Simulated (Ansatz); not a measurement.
Consider Cu.

Input file:

```
crystal:
  lattice:
    - [-0.7510976984, 1.5021953968, 1.5021953968]
    - [1.5021953968, -0.7510976984, 1.5021953968]
    - [1.5021953968, 1.5021953968, -0.7510976984]
  atoms:
    - { symbol: Cu, position: [0.0, 0.0, 0.0] }
basis:
  ecutwfc: 500
kpoints:
  mp_grid: { grid: [32, 32, 32] }
hamiltonian:
  xc: r2scan
scf:
  occupations: { method: gaussian, width: 0.15 }
output:
  forces: true
  stress: true
  eigenvalues: true
  write_density: true
  write_potential: true
  elf: true
  volumetric_format: npy
```

Launched as:

```sh
ansatz run input.yaml --threads 1 --pin off --max-ram 2560MiB --backend cpu --events-out ev --progress --plain --runs-dir out
```

Below, planes, directions and counts refer to the conventional cell (a = 2.25 Å, b = 2.25 Å, c = 2.25 Å, α = 90.00°, β = 90.00°, γ = 90.00°).

Space group Pm-3m; computed pressure about 26 GPa in this cell; computed without spin polarisation.

Theory: DFT r2SCAN, scalar-relativistic, plane waves, PAW (Ansatz).

### What will maps of the valence pseudo-density and electron localisation function show?

Cu–Cu (2.25 Å): the density is about 0.41 e/Å³ at the midpoint; the ELF is about 0.20 at the midpoint; no localised pair shows between them.

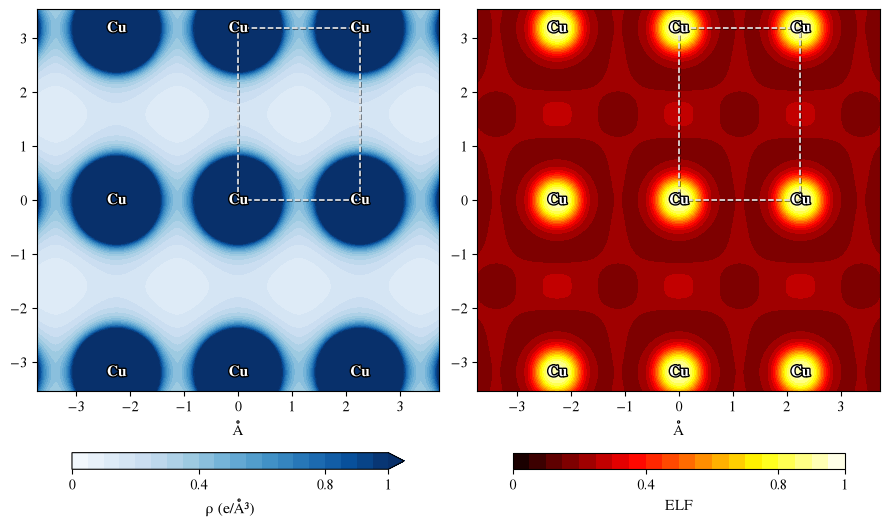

Computed valence pseudo-density and electron localisation function on the (101) plane of the conventional cell, in this order. 

The density is the valence pseudo-density of a PAW calculation; it isn't the true density close to the nuclei.
